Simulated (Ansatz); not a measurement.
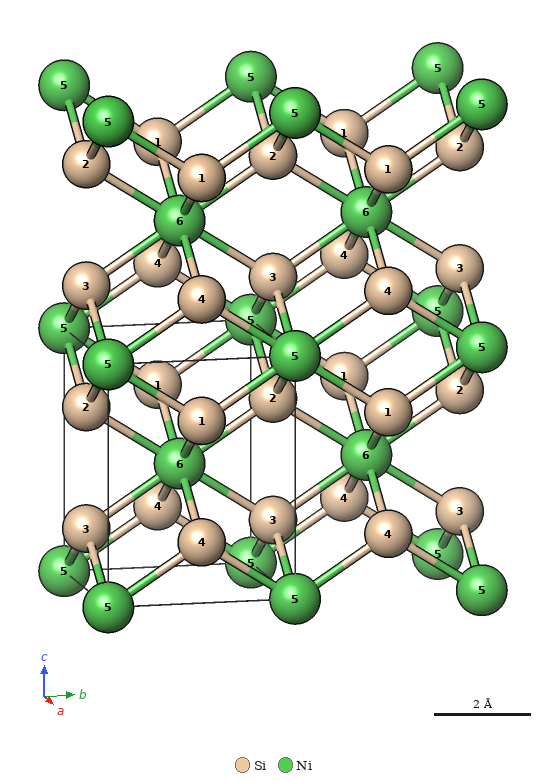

**Figure 1.** The input geometry (ball-and-stick view of the cell of the calculation, repeated 1 × 2 × 2, seen slightly off an axis; atoms are numbered from 1 in the order of the input).

NiSi2: single-point calculation

NiSi2 (I4/mmm, 6 atoms in the cell), computed with DFT, PBE, plane waves, PAW, no spin polarisation (Ansatz 0.2.0).

The structure derives from a Materials Project entry. Figures and captions count atoms from 1; the log counts them from 0 in places.

Output
```
Engine: ansatz 0.2.0, x86_64-unknown-linux-gnu
Pseudopotentials: kind: paw
Pseudopotential: Si, paw, valence charge 4, recommended cutoff 420 eV (normal), Si.paw.azcp
Pseudopotential: Ni, paw, valence charge 18, recommended cutoff 420 eV (normal), Ni.paw.azcp
Functional definition: PBE
  parameter kappa = 0.804
  parameter beta = 0.06672455060314922
  exchange = pbe_x(kappa = kappa, mu = beta*pi^2/3)
  correlation = pbe_c(beta = beta)
Crystal: 6 atoms, lattice volume = 82.944 Å³
Basis set: ecut = 700 eV, 3567 PW (Γ), exchange–correlation on 72×72×90 points (8 copies of the dense FFT grid, shifted against one another)
Bands: 32, of which v1, the nominal top of the filled ones, is band 26 counted from 1 (25 counted from 0)
Symmetry: 32 space group operations
Space group: I4/mmm (ITA 139), of the structure as read, at distance tolerance 4.4e-5 Å
k-points: 105 of 800
Non-local potential: Si, projectors of the file, l = 0: 2, l = 1: 2, l = 2: 2
Non-local potential: Ni, projectors of the file, l = 0: 3, l = 1: 2, l = 2: 3, l = 3: 1
PAW form: soft (Blöchl's): semilocal exchange-correlation on the pseudo side does not see the compensation charge
PAW one-centre angular grid: Si, 110 points (default); XC on 64 Gauss nodes
PAW one-centre angular grid: Ni, 590 points (default); XC on 64 Gauss nodes
Initial density: superposition of atomic densities (neutral atoms: chi_scale 0, normalization atom), corrected by the library's trained network
Initial wavefunctions: pseudopotential atomic-orbital guess
Functional: x = pbe(κ = 0.804, μ = 0.2195149727645171), c = pbe(β = 0.06672455060314922)
SCF iter   1: F=—  HF=-14224.680500 eV  |F-HF|=—  |Δ(HF+E_count)|=         —  Δρ=1.03e-2  dr2=5.16e-2  ethr=1.77e-3  ⟨swp⟩=6.8  Hψ=16055  notcnv=0
preconditioner: auto → Kerker (q_TF=auto, 2.524 Å⁻¹)  [metal: no gap  n_scr=20 (ndim 8)  ℏωp=24.5 eV  f_vac=0.000]
SCF iter   2: F=—  HF=-14224.686331 eV  |F-HF|=—  |Δ(HF+E_count)|=   5.83e-3  Δρ=1.43e-2  dr2=1.05e-1  ethr=9.93e-5  ⟨swp⟩=3.0  Hψ=7839  notcnv=0  defer=117
SCF iter   3: F=—  HF=-14224.673391 eV  |F-HF|=—  |Δ(HF+E_count)|=   1.29e-2  Δρ=2.58e-3  dr2=3.29e-3  ethr=9.93e-5  ⟨swp⟩=3.0  Hψ=5521  notcnv=0  defer=117
SCF iter   4: F=—  HF=-14224.673165 eV  |F-HF|=—  |Δ(HF+E_count)|=   2.26e-4  Δρ=3.14e-4  dr2=4.34e-5  ethr=6.32e-6  ⟨swp⟩=2.1  Hψ=4595  notcnv=0  defer=119
SCF iter   5: F=—  HF=-14224.673228 eV  |F-HF|=—  |Δ(HF+E_count)|=   6.31e-5  Δρ=5.62e-4  dr2=1.77e-4  ethr=8.34e-8  ⟨swp⟩=3.0  Hψ=6852  notcnv=0  defer=119
SCF iter   6: F=—  HF=-14224.673215 eV  |F-HF|=—  |Δ(HF+E_count)|=   1.37e-5  Δρ=7.38e-5  dr2=3.54e-6  ethr=8.34e-8  ⟨swp⟩=3.1  Hψ=5728  notcnv=0  defer=119
SCF iter   7: F=—  HF=-14224.673216 eV  |F-HF|=—  |Δ(HF+E_count)|=   1.03e-6  Δρ=2.54e-5  dr2=4.51e-7  ethr=6.80e-9  ⟨swp⟩=2.6  Hψ=5190  notcnv=0  defer=119
SCF iter   8: F=—  HF=-14224.673216 eV  |F-HF|=—  |Δ(HF+E_count)|=   1.54e-7  Δρ=1.96e-5  dr2=2.45e-7  ethr=1.92e-10  ⟨swp⟩=6.7  Hψ=14609  notcnv=0
SCF iter   9: F=-14224.673216 eV  HF=-14224.673216 eV  |F-HF|=2.00e-11  |Δ(HF+E_count)|=   2.78e-9  Δρ=1.47e-6  dr2=2.08e-9  ethr=1.92e-10  ⟨swp⟩=3.2  Hψ=14221  notcnv=0
SCF 1 converged in 9 iterations: F = -14224.673216 eV  dr2 = 2.08e-9
  greatest PAW one-centre occupation: 1.000 electrons in one spin orbital (limit 2), on the Ni atom at site 5 (counted from 0), in its partial waves of l = 1
```

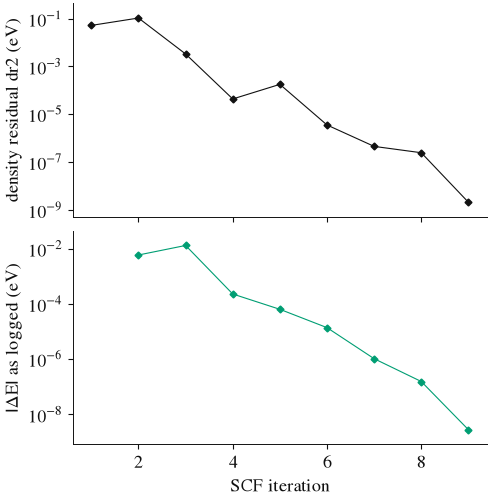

**Figure 2.** Convergence of the self-consistent field: density residual dr2 and size of the energy change against the SCF iteration. The residual falls unevenly and jumps up by a factor of two or more 2 times on the way down.

```
SCF converged after 9 iterations
Free energy (F): -14224.673216 eV
Harris-Foulkes:  -14224.673216 eV  (|F-HF|=2.00e-11)
Internal energy: -14224.672576 eV  (E = F + TS)
E sigma→0 (E₀):  -14224.673216 eV
Entropy (-TS):   -0.000640 eV (-0.107 meV/atom)
Fermi energy:    12.353714 eV
--- Per-component energies (eV) ---
  E_band       = -720.549363
  E_kinetic    = 734.994030
  E_local      = -9932.809872  (includes V_loc(G=0)·N_el)
  E_nonlocal   = 1361.286804
  E_hartree    = 4290.397166
  E_xc         = -395.901909
  E_vxc        = -413.438849  (∫ρ·V_xc dr)
  E_paw        = -5304.695791  (= ΣΔE_a)
  E_vpaw       = -1051.372272  (= ΣTr[D̂ρ^β])
  E_aug_tail   = 0.000209  (compensation charges beyond the density's cutoff)
  E_ewald      = -4977.943215
  E_smearing   = -0.000640  (= −TS)
  E_closure    = -0.000000  (closes the sum)
  Σ components = -14224.673216   (vs F -14224.673216, Δ=0.00e0)
--- Forces (eV/Å), atoms counted from 1 ---
  atom   1  Si    -0.00000000     0.00000000    -0.00000000
  atom   2  Si     0.00000000    -0.00000000    -0.00000000
  atom   3  Si    -0.00000000     0.00000000    -0.00000000
  atom   4  Si     0.00000000    -0.00000000    -0.00000000
  atom   5  Ni    -0.00000000     0.00000000    -0.00000000
  atom   6  Ni    -0.00000000     0.00000000    -0.00000000
  max |Σ_I F_I| component: 1.67e-16 eV/Å
--- Stress (GPa, compression-positive) ---
       -5.419617      -0.000000       0.000000
        0.000000      -5.419617       0.000000
        0.000000       0.000000      -0.565272
  P = ⅓ Tr σ = -3.8015 GPa (-38.015 kbar)
--- Band table (eV; the first three rows and the last of 105) ---
  k-point 0: bands = ["-91.9910", "-91.9910", "-52.3870", "-52.3862", "-52.3824", "-52.3824", "-52.3820", "-52.3820", "-1.0108", "3.7085", "4.6305", "4.8054", "7.3327", "7.6707", "7.6707", "7.7812", "7.7812", "9.0746", "9.1321", "9.1321", "9.3034", "9.3970", "9.5490", "11.6330", "11.8199", "13.3488", "13.5728", "14.3837", "14.3837", "14.4677", "14.4677", "15.3841"]
  k-point 1: bands = ["-91.9910", "-91.9910", "-52.3869", "-52.3862", "-52.3824", "-52.3824", "-52.3820", "-52.3820", "-0.9257", "2.9628", "4.7000", "5.6414", "7.1609", "7.6646", "7.6646", "7.7550", "7.7550", "9.0922", "9.2473", "9.2473", "9.2721", "9.4848", "9.5305", "11.6318", "11.7644", "13.3194", "13.3194", "13.6131", "13.7148", "15.0815", "15.4689", "15.4689"]
  k-point 2: bands = ["-91.9910", "-91.9910", "-52.3869", "-52.3863", "-52.3823", "-52.3823", "-52.3821", "-52.3821", "-0.6710", "1.9676", "4.9058", "6.7315", "6.8586", "7.6498", "7.6498", "7.7011", "7.7011", "9.1426", "9.1702", "9.4780", "9.5664", "9.5664", "9.7857", "11.6289", "11.6884", "12.3119", "12.3119", "13.7437", "14.2542", "14.6342", "16.0924", "16.0924"]
  k-point 104: bands = ["-91.9910", "-91.9910", "-52.3865", "-52.3865", "-52.3824", "-52.3824", "-52.3824", "-52.3824", "3.5052", "3.5052", "3.5052", "3.5052", "5.7648", "5.7648", "6.1924", "6.1924", "8.9126", "8.9126", "9.0690", "9.0690", "9.0690", "9.0690", "9.4141", "9.4141", "10.3056", "10.3056", "15.0717", "15.0717", "15.0717", "15.0717", "18.0079", "18.0079"]
```

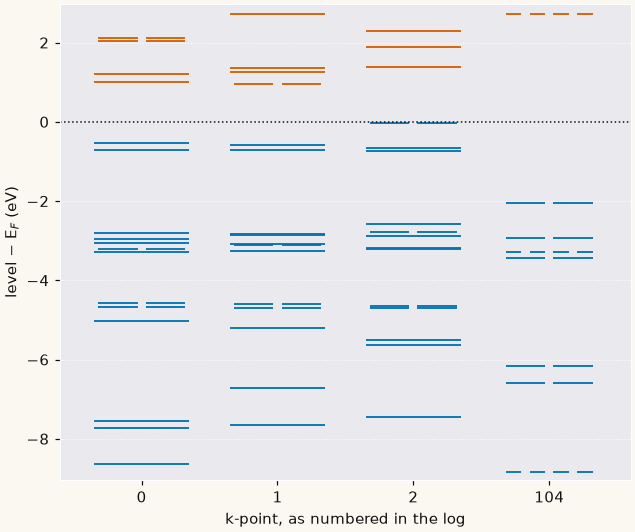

**Figure 3.** Kohn–Sham levels near the Fermi level (dotted) at the few k-points that the log prints; levels within 0.02 eV of each other stand side by side. The system is metallic on the full mesh.

The run was set up as follows.

The input
```yaml
crystal:
  lattice:
    - [2.8323302291, 2.8323302291, 0.0]
    - [-2.8323302291, 2.8323302291, 0.0]
    - [0.0, 0.0, 5.1697302852]
  atoms:
    - { symbol: Si, position: [0.0, 0.5, 0.75] }
    - { symbol: Si, position: [0.5, 0.0, 0.75] }
    - { symbol: Si, position: [0.5, 0.0, 0.25] }
    - { symbol: Si, position: [0.0, 0.5, 0.25] }
    - { symbol: Ni, position: [0.0, 0.0, 0.0] }
    - { symbol: Ni, position: [0.5, 0.5, 0.5] }
basis:
  ecutwfc: "700 eV"
kpoints:
  mp_grid: { grid: [10, 10, 8] }
hamiltonian:
  xc: pbe
scf:
  occupations: { method: tetrahedron_uncorrected }
output:
  forces: true
  eigenvalues: true
  stress: true
```

Command:
```bash
ansatz run input.yaml --threads 1 --pin off --max-ram 2560MiB --backend cpu --events-out ev --progress --plain --runs-dir out
```

Key numbers

- outcome: converged
- space group (tolerance 0.01 Å): I4/mmm (139)
- electrons treated: 52
- free energy: −14224.6732 eV
- Fermi energy: 12.354 eV
- gap on the k-point mesh: none (metallic)
- pressure: −3.80 GPa
- largest force (length of the vector): under 0.001 eV/Å
- hardware: 1 thread of Intel Xeon (Granite Rapids), 12 GiB of memory available, shared host
- wall time: 18 s
- peak memory: 0.73 GiB

Notes

Settings chosen away from the usual ones: scf.occupations.width removed; scf.occupations.method set to tetrahedron_uncorrected (from gaussian); basis.ecutwfc set to 700 eV (from 420). The run has no spin polarisation, so a magnetic state may lie lower.
